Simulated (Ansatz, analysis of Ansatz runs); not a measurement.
## C_As in monolayer As: energy, spin and levels

We look for the structure, spin, formation energy and gap states of neutral C_As in monolayer As. Model: a cell of 18 host atoms with 1 As taken out and 1 C put in.

Calculated with Ansatz 0.2.0; plane-wave PAW DFT, PBE; supercells relaxed in a periodic cell with vacuum, the primitive cell and the final single points with the Coulomb interaction cut along the normal.

The database entry behind the starting cell differs from later determinations by our own check (old inner coordinate), so it need not match the best structure at ambient conditions.

**1. The structure**

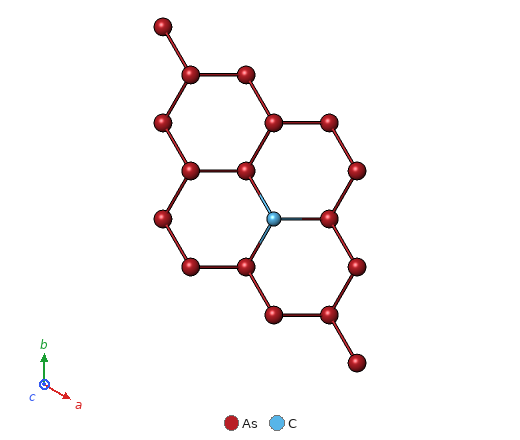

The starting structure, seen from above (arsenic red, carbon blue).

The cell holds 18 atoms: 17 As and 1 C. Cell: a = 10.816 Å, b = 10.816 Å, c = 30.000 Å, α = 90.0°, β = 90.0°, γ = 120.0°. It derives from As (As monolayer (from R-3m)), repeated 3×3×1. Vacuum lies along c. Nearest the centre at fractional (0.444, 0.556, 0.523): C10 at 0.00 Å, As11 at 2.50 Å, As17 at 2.50 Å, As9 at 2.50 Å, As12 at 3.61 Å, As4 at 3.61 Å, As18 at 3.61 Å, As2 at 3.61 Å.

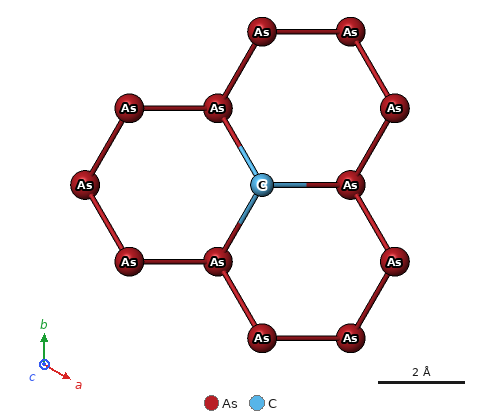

The atoms within 5 Å of the centre.

Structure file:

```xyz
18
Lattice="10.8164 0.0000 0.0000 -5.4082 9.3673 0.0000 0.0000 0.0000 30.0000" Properties=species:S:1:pos:R:3
As    0.0000    0.0000   14.3047
As    0.0000    2.0816   15.6953
As   -1.8027    3.1224   14.3047
As   -1.8027    5.2041   15.6953
As   -3.6055    6.2449   14.3047
As   -3.6055    8.3265   15.6953
As    3.6055    0.0000   14.3047
As    3.6055    2.0816   15.6953
As    1.8027    3.1224   14.3047
C     1.8027    5.2041   15.6953
As    0.0000    6.2449   14.3047
As    0.0000    8.3265   15.6953
As    7.2110    0.0000   14.3047
As    7.2110    2.0816   15.6953
As    5.4082    3.1224   14.3047
As    5.4082    5.2041   15.6953
As    3.6055    6.2449   14.3047
As    3.6055    8.3265   15.6953
```

The cell's shortest repeat is 10.8 Å.

**2. The perfect sheet**

One layer is cut from the bulk crystal and relaxed, atoms and in-plane cell, with the Coulomb interaction cut along the normal so that the layer doesn't feel its images.

cell/input.yaml

```yaml
crystal:
  lattice:
    - [3.761594, 0.0, 0.0]
    - [-1.880797, 3.257636, 0.0]
    - [0.0, 0.0, 25.251006]
  atoms:
    - { symbol: As, position: [0.0, 0.0, 0.4752286] }
    - { symbol: As, position: [0.3333333, 0.6666667, 0.5247714] }
  periodic: [true, true, false]
basis:
  ecutwfc: 420
  xc_grid: 2
hamiltonian:
  xc: pbe
kpoints:
  mp_grid: { grid: [10, 10, 1] }
scf:
  occupations: { method: fermi_dirac, width: 0.02 }
  max_iter: 100
relax:
  f_tol: 0.005
  max_steps: 60
  cell: {}
output:
  forces: true
checkpoint:
  write: "../cell.run"
  compress: false
  write_wavefunctions: false
  write_every: 100000
```

On the command line:

```console
ansatz run input.yaml --threads 4 --pin off --max-ram 15073MiB --backend cpu --events-out ev --progress --plain --runs-dir out
```

Numbers of over 12 decimals in the logs are rounded to 6 here.

What it wrote:

```text
[... repeated set-up lines and file paths are left out, and long positions are rounded to six places ...]
Warning: crystal.periodic: the lattice vector that does not repeat stood 0.000° off the slab's normal, 25.251 Å along it as the deck builds it. [...]
crystal.periodic: the lattice vector that does not repeat stood 0.000° off the slab's normal, 25.251 Å along it as the deck builds it. [...]
Engine: ansatz 0.2.0, aarch64-unknown-linux-gnu
Pseudopotentials: kind: paw
Pseudopotential: As, paw, valence charge 15, recommended cutoff 420 eV (normal), As.paw.azcp
Functional definition: PBE
  parameter kappa = 0.804
  parameter beta = 0.066725
  exchange = pbe_x(kappa = kappa, mu = beta*pi^2/3)
  correlation = pbe_c(beta = beta)
Crystal: 2 atoms, lattice volume = 322.302 Å³
Basis set: ecut = 420 eV, 6315 PW (Γ), exchange–correlation on 54×54×360 points (8 copies of the dense FFT grid, shifted against one another)
Bands: 19, of which v1, the nominal top of the filled ones, is band 15 counted from 1 (14 counted from 0)
Symmetry: 12 space group operations
Space group: P-3m1 (ITA 164), of the structure as read, at distance tolerance 6.9e-5 Å
k-points: 14 of 100
Non-local potential: As, projectors of the file, l = 0: 2, l = 1: 2, l = 2: 3, l = 3: 1
PAW form: soft (Blöchl's): semilocal exchange-correlation on the pseudo side does not see the compensation charge
PAW one-centre angular grid: As, 590 points (default); XC on 64 Gauss nodes
Initial density: superposition of atomic densities (neutral atoms: chi_scale 0, normalization atom), corrected by the library's trained network
Initial wavefunctions: pseudopotential atomic-orbital guess
Functional: x = pbe(κ = 0.804, μ = 0.219515), c = pbe(β = 0.066725)
SCF iter   1: F=—  HF=-9712.139318 eV  |F-HF|=—  |Δ(HF+E_count)|=         —  Δρ=5.92e-4  dr2=4.44e-3  ethr=1.77e-3  ⟨swp⟩=10.8  Hψ=1744  notcnv=0
preconditioner: auto → none  [insulator: Δε(μ)=0.762 eV  Ē_g=9.344 eV  σ=0.020 eV  W_gap=1.00  n_scr=14 (ndim 8)  ℏωp=6.5 eV  f_vac=0.800  D(μ)=0.00/eV (n_scr^D=0)  ε∞_Penn≈1.5]
SCF iter   2: F=—  HF=-9712.136751 eV  |F-HF|=—  |Δ(HF+E_count)|=   2.57e-3  Δρ=3.09e-4  dr2=3.43e-4  ethr=1.48e-5  ⟨swp⟩=3.5  Hψ=629  notcnv=0
SCF iter   3: F=—  HF=-9712.136877 eV  |F-HF|=—  |Δ(HF+E_count)|=   1.26e-4  Δρ=1.32e-4  dr2=4.84e-5  ethr=1.14e-6  ⟨swp⟩=3.2  Hψ=448  notcnv=0
SCF iter   4: F=—  HF=-9712.136964 eV  |F-HF|=—  |Δ(HF+E_count)|=   8.78e-5  Δρ=2.21e-5  dr2=1.17e-6  ethr=1.61e-7  ⟨swp⟩=3.1  Hψ=450  notcnv=0
iter 5 did not close the SCF: its close was put off for the readings that it lacked (scf_convergence_deferred on its scf_iter line)
[...]
relax step   2: F+E_penalty+E_count = -9712.07215504 eV  Δ(F+E_penalty+E_count) = +6.481e-2 eV  max|allowed force component| = 2.054e0 eV/Å  Δτ_max = 0.1624 Å  P = -0.959 N/m  Ω = 294.641 Å³  energy of the carried Pulay correction = +5.685e-4 eV  fix = [c, alpha, beta]  (7 SCF iters, dr2 threshold 2.00e-7 eV, rejected (line search))
[...]
relax step   5: F+E_penalty+E_count = -9712.26866903 eV  Δ(F+E_penalty+E_count) = -5.260e-3 eV  max|allowed force component| = 1.841e-2 eV/Å  Δτ_max = 0.0039 Å  P = -0.081 N/m  Ω = 296.790 Å³  energy of the carried Pulay correction = +5.225e-4 eV  fix = [c, alpha, beta]  reactions: c -0.000 N/m  (4 SCF iters, dr2 threshold 2.00e-7 eV, accepted)
[...]
relax step   7: F+E_penalty+E_count = -9712.26831548 eV  Δ(F+E_penalty+E_count) = +4.360e-4 eV  max|allowed force component| = 1.004e-3 eV/Å  Δτ_max = 0.0000 Å  P = -0.000 N/m  Ω = 296.105 Å³  fix = [c, alpha, beta]  reactions: c -0.000 N/m  stress off target by 5.75e-5 N/m on what of the cell is left free  SCF on the basis re-selected at this cell (its energy is not comparable with the rows above)  (6 SCF iters)
basis re-selected at this cell: Δ(F+E_penalty+E_count) = +4.360e-4 eV, ΔP = -0.003 N/m vs the last step (what re-selecting the basis moved, of the pressure what is left beyond the Pulay correction that the steps carried, after the strain that the cell walked [...]
SCF converged after 6 iterations
Free energy (F): -9712.268315 eV
Harris-Foulkes:  -9712.268315 eV  (|F-HF|=3.82e-11)
Internal energy: -9712.268315 eV  (E = F + TS)
E sigma→0 (E₀):  -9712.268315 eV
Fermi energy:    -4.567433 eV
--- Per-component energies (eV) ---
  E_band       = -914.330547
  E_kinetic    = 203.915177
  E_local      = -44077.820798  (includes V_loc(G=0)·N_el)
  E_nonlocal   = -1341.469014
  E_hartree    = 21996.084486
  E_xc         = -157.598887
  E_vxc        = -157.145219  (∫ρ·V_xc dr)
  E_paw        = -3669.150560  (= ΣΔE_a)
  E_vpaw       = 466.020288  (= ΣTr[D̂ρ^β])
  E_aug_tail   = 0.000014  (compensation charges beyond the density's cutoff)
  E_ewald      = 17333.771267
  E_smearing   = -0.000000  (= −TS)
  E_closure    = 0.000000  (closes the sum)
  Σ components = -9712.268315   (vs F -9712.268315, Δ=0.00e0)
--- Forces (eV/Å), atoms counted from 1 ---
  atom   1  As    -0.00000000    -0.00000000    -0.00100425
  atom   2  As     0.00000000     0.00000000     0.00100425
  max |Σ_I F_I| component: 1.16e-18 eV/Å
--- 2D stress c σ (N/m, compression-positive) ---
       -0.000058      -0.000000      -0.000000
       -0.000000      -0.000058      -0.000000
       -0.000000      -0.000000      -0.000000
  P = ½ c Tr σ = -0.0001 N/m
--- Relaxed structure (6 steps of the walk, 5 accepted, 1 SCFs on fresh bases) ---
  F+E_penalty+E_count = -9712.26831548 eV   max|allowed force component| = 1.004e-3 eV/Å   (the final SCF, on the basis selected at the relaxed cell)
  cell:  # Å, volume = 296.1053 Å³
    - [3.605482, 0, 0]
    - [-1.802741, 3.122439, 0]
    - [0, 0, 26.302011]
  atoms:
    - { symbol: As, position: [-4.369436500337528e-17, -5.551115453998028e-17, 0.453584] }
    - { symbol: As, position: [0.333333, 0.666667, 0.506457] }
```

Wall time 7.4 s (4 threads of Arm Neoverse V2, shared host); peak memory 0.63 GiB.

The in-plane vectors went from 3.762 and 3.762 Å, as in the bulk, to 3.605 and 3.605 Å; the layer is 1.39 Å thick between its outer atoms.

**3. Does the sheet stay flat and symmetric?**

The defect-free supercell is relaxed from atoms displaced by 0.08 Å at random. A buckling or a charge-density wave of the sheet itself would otherwise be counted to the defect.

pristine.relax/input.yaml

```yaml
crystal:
  lattice:
    - [10.8164460205, 0.0, 0.0]
    - [-5.4082230102, 9.3673170324, 0.0]
    - [0.0, 0.0, 13.0]
  atoms:
    - { symbol: As, position: [0.0, 0.0, 0.4465128803] }
    - { symbol: As, position: [0.1111111111, 0.2222222222, 0.5534871197] }
    - { symbol: As, position: [0.0, 0.3333333333, 0.4465128803] }
    - { symbol: As, position: [0.1111111111, 0.5555555556, 0.5534871197] }
[... 8 atom lines left out ...]
    - { symbol: As, position: [0.6666666667, 0.0, 0.4465128803] }
    - { symbol: As, position: [0.7777777778, 0.2222222222, 0.5534871197] }
    - { symbol: As, position: [0.6666666667, 0.3333333333, 0.4465128803] }
    - { symbol: As, position: [0.7777777778, 0.5555555556, 0.5534871197] }
    - { symbol: As, position: [0.6666666667, 0.6666666667, 0.4465128803] }
    - { symbol: As, position: [0.7777777778, 0.8888888889, 0.5534871197] }
basis:
  ecutwfc: 420
  xc_grid: 2
hamiltonian:
  xc: pbe
kpoints:
  mp_grid: { grid: [2, 2, 1] }
scf:
  occupations: { method: fermi_dirac, width: 0.01 }
  max_iter: 100
output:
  forces: true
relax:
  f_tol: 0.015
  max_steps: 100
  random_displacement: { amplitude: 0.08, seed: 162 }
```

What it wrote:

```text
[...]
Crystal: 18 atoms, lattice volume = 1317.174 Å³
Basis set: ecut = 420 eV, 25795 PW (Γ), exchange–correlation on 150×150×180 points (8 copies of the dense FFT grid, shifted against one another)
Bands: 162, of which v1, the nominal top of the filled ones, is band 135 counted from 1 (134 counted from 0)
Symmetry: 1 space group operations
k-points: 4
[...]
SCF iter   1: F=—  HF=-87409.658444 eV  |F-HF|=—  |Δ(HF+E_count)|=         —  Δρ=9.42e-4  dr2=1.28e-2  ethr=1.77e-3  ⟨swp⟩=6.2  Hψ=2423  notcnv=0  defer=1
[...]
SCF iter   7: F=-87409.669024 eV  HF=-87409.669025 eV  |F-HF|=3.70e-7  |Δ(HF+E_count)|=   2.55e-6  Δρ=6.60e-6  dr2=1.02e-6  ethr=2.08e-9  ⟨swp⟩=4.0  Hψ=1898  notcnv=0
SCF 1 converged in 7 iterations: F = -87409.669024 eV  dr2 = 1.02e-6
[...]
atom  16  As     0.00009439     0.00019022    -0.00014366
  atom  17  As     0.00005996    -0.00039129     0.00054911
  atom  18  As     0.00012570     0.00005779    -0.00052785
  max |Σ_I F_I| component: 4.22e-5 eV/Å
--- Relaxed structure (5 steps of the walk, 5 accepted, 0 SCFs on fresh bases) ---
  F+E_penalty+E_count = -87410.21367308 eV   max|allowed force component| = 1.648e-3 eV/Å
  atoms:
    - { symbol: As, position: [-9.999919822809445e-5, 0.000626, 0.447048] }
    - { symbol: As, position: [0.111116, 0.222936, 0.553749] }
    - { symbol: As, position: [-0.000102, 0.334029, 0.447049] }
    - { symbol: As, position: [0.110989, 0.556179, 0.553935] }
    - { symbol: As, position: [-4.203570460992179e-6, 0.667413, 0.447134] }
    - { symbol: As, position: [0.111026, 0.889626, 0.553956] }
    - { symbol: As, position: [0.333213, 0.000586, 0.447108] }
    - { symbol: As, position: [0.444435, 0.223024, 0.553666] }
[...]
- { symbol: As, position: [0.666677, 0.334001, 0.446889] }
    - { symbol: As, position: [0.777631, 0.556163, 0.553769] }
    - { symbol: As, position: [0.666618, 0.667384, 0.446975] }
    - { symbol: As, position: [0.777691, 0.889519, 0.553877] }
[key lines of the parts left out:]
SCF converged after 6 iterations
Free energy (F): -87410.213673 eV
Fermi energy:    -0.105219 eV
```

Elapsed: 41 s, on 4 threads; peak memory 3.7 GiB; 2.6 min of CPU time.

A first try of the k-points missed the dense mesh's energy by 244 meV an atom, so the mesh was refined. At a 2×2×1 Γ-centred mesh the symmetric supercell lies within 12 meV an atom of the primitive cell's dense mesh.

It returns to the energy of the symmetric cell, so the symmetric sheet is kept as the host.

**4. Band edges against the vacuum level**

With the interaction cut along the normal, the potential far from the sheet is the zero of energy, so band edges and defect states of different cells share one scale, as long as a cell has no dipole along the normal.

host/input.yaml

```yaml
crystal:
  lattice:
    - [3.6054820068, 0.0, 0.0]
    - [-1.8027410034, 3.1224390108, 0.0]
    - [0.0, 0.0, 30.0]
  atoms:
    - { symbol: As, position: [0.0, 0.0, 0.4768222481] }
    - { symbol: As, position: [0.3333333333, 0.6666666667, 0.5231777519] }
  periodic: [true, true, false]
basis:
  ecutwfc: 420
  xc_grid: 2
hamiltonian:
  xc: pbe
kpoints:
  mp_grid: { grid: [6, 6, 1] }
  band_path: { path: [VBM, CBM], npoints: 1 }
scf:
  occupations: { method: fixed }
  max_iter: 100
output:
  forces: true
  eigenvalues: true
  write_potential: true
  volumetric_format: npy
```

What it wrote:

```text
[...]
Crystal: 2 atoms, lattice volume = 337.737 Å³
Basis set: ecut = 420 eV, 6533 PW (Γ), exchange–correlation on 50×50×432 points (8 copies of the dense FFT grid, shifted against one another)
Bands: 19, of which v1, the nominal top of the filled ones, is band 15 counted from 1 (14 counted from 0)
Symmetry: 12 space group operations
[...]
k-points: 7 of 36
[...]
SCF iter   1: F=—  HF=-9712.245829 eV  |F-HF|=—  |Δ(HF+E_count)|=         —  Δρ=5.93e-4  dr2=1.43e-3  ethr=1.77e-3  ⟨swp⟩=6.7  Hψ=604  notcnv=0  defer=10
[...]
SCF iter   6: F=-9712.245866 eV  HF=-9712.245866 eV  |F-HF|=6.16e-9  |Δ(HF+E_count)|=   3.22e-8  Δρ=1.01e-6  dr2=2.87e-9  ethr=7.68e-11  ⟨swp⟩=21.3  Hψ=1419  notcnv=0
SCF 1 converged in 6 iterations: F = -9712.245866 eV  dr2 = 2.87e-9
[...]
NSCF: frozen V_eff on 7 k-points
[...]
SCF converged after 6 iterations
Free energy (F): -9712.245866 eV
[...]
Internal energy: -9712.245866 eV  (E = F + TS)
E sigma→0 (E₀):  -9712.245866 eV
Fermi energy:    -5.352908 eV
[...]
--- Forces (eV/Å), atoms counted from 1 ---
  atom   1  As     0.00000000     0.00000000     0.02833904
  atom   2  As    -0.00000000    -0.00000000    -0.02833904
  max |Σ_I F_I| component: 5.78e-19 eV/Å
--- Band table (eV; the first three rows and the last of 7) ---
[...]
[... further k-points left out ...]
  ° read free of the cell's end (the report's vacuum.weakly_bound_levels)
```

The job ended after 2.3 s (4 threads; peak memory 0.6 GiB; 7.8 s of CPU time).

In the SCF lines HF is the Harris–Foulkes energy and dr2 the Hartree energy of the density residual, in eV; the loop may stop once dr2 is under the threshold and the program's other checks hold. Hψ counts applications of the Hamiltonian.

The band edges were searched for over the zone, on the density of this mesh. The valence top lies 5.35 eV and the conduction bottom 3.73 eV below the vacuum level: a gap of 1.62 eV.

(Continued in part 2 of 3.)

[Logs are printed without paths, hosts, clocks, repeated set-up lines and the standing remarks that a program may print on its own settings, such as how far it seeks lower states.]

[Hosts, paths, dates, database ids (printed as entryN), source tags and the programs' standing remarks are cut or masked in the printed files.]

[Maps of the electrostatic potential energy from Ansatz leave out the sawtooth potential of an applied field or a dipole correction, so their vacuum need not be flat.]
